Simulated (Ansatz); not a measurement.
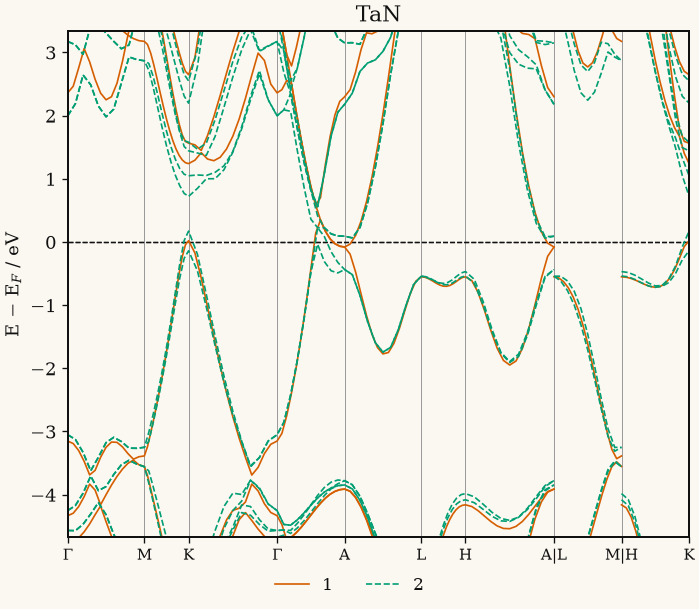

Band structures of TaN, space group P-6m2, 2 atoms in the cell, by two methods on the same cell. Each is counted from its own Fermi level.

Which curve is which? The methods: r2SCAN, PBE+SOC.

Answer. 1 is r2SCAN; 2 is PBE+SOC. r2SCAN gives a metal and PBE+SOC gives a metal. Spin-orbit coupling splits levels that are degenerate without it.

Settings. r2SCAN: DFT r2SCAN, scalar-relativistic, plane waves, PAW, no spin polarisation, 18×18×14 k mesh, 500 eV cutoff, Gaussian smearing of 0.1 eV (Ansatz). PBE+SOC: DFT PBE, spin-orbit coupling, plane waves, PAW, 18×18×14 k mesh, 420 eV cutoff (Ansatz 0.2.0).
